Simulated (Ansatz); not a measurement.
Input

```
crystal:
  lattice:
    - [4.0381735145, 0.0, 0.0]
    - [-2.0190867572, 3.4971608484, 0.0]
    - [0.0, 0.0, 5.3109405957]
  atoms:
    - { symbol: Te, position: [0.3333333333, 0.6666666667, 0.2568471024] }
    - { symbol: Te, position: [0.6666666667, 0.3333333333, 0.7431528976] }
    - { symbol: Pt, position: [0.0, 0.0, 0.0] }
kpoints:
  mp_grid: { grid: [12, 12, 6] }
  band_path:
    path:
      - [0.0, 0.0, 0.0]
      - [0.5, 0.0, 0.0]
      - [0.3333333333, 0.3333333333, 0.0]
      - [0.0, 0.0, 0.5]
      - [0.5, 0.0, 0.5]
      - [0.3333333333, 0.3333333333, 0.5]
      - [0.0, 0.0, 0.1]
      - [0.35, 0.3, 0.0]
    npoints: 1
hamiltonian:
  xc: r2scan
scf:
  occupations: { method: fermi_dirac, width: 0.02 }
  n_extra_bands: 4
output:
  forces: true
  stress: true
  eigenvalues: true
  write_density: true
  write_potential: true
  elf: true
  volumetric_format: npy
```

Run with:

```sh
ansatz run input.yaml --threads 2 --pin off --max-ram 2211MiB --backend cpu --events-out ev --progress --plain --runs-dir out
```

Below, planes, directions and counts refer to the conventional cell (a = 4.04 Å, b = 4.04 Å, c = 5.31 Å, α = 90.00°, β = 90.00°, γ = 120.00°).

Space group P-3m1; started from the measured structure prototype, which need not be the ambient phase.

Method: DFT, r2SCAN, plane waves, PAW (Ansatz 0.2.0).

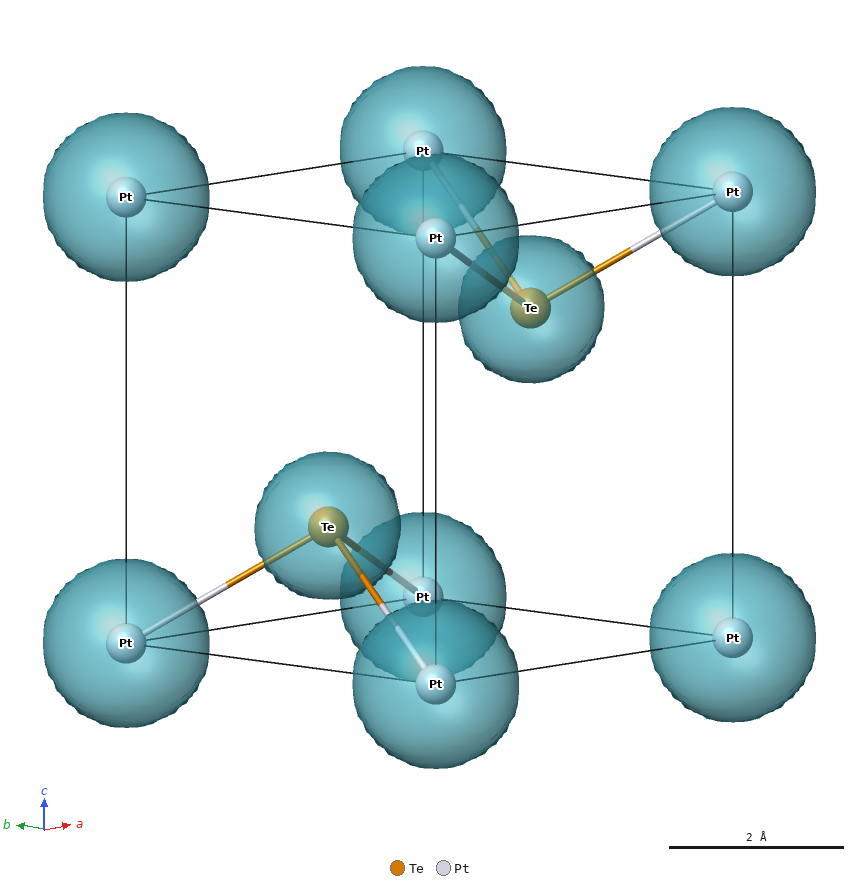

Te2Pt. Isosurface of the valence charge density (pseudo) at 1 e/Å³ (cyan), seen at an oblique angle. Sticks mark near contacts.

### How is the density connected at this value?

At this value the density breaks into separate islands; it holds about 70 % of the electrons treated as valence (semicore included). It bridges none of the near contacts. It is pinched off along the shortest Te–Pt (2.70 Å) contacts. On the grid the lowest density along these lines, outside the cores, is 0.49 e/Å³ (Te–Pt, 2.70 Å).
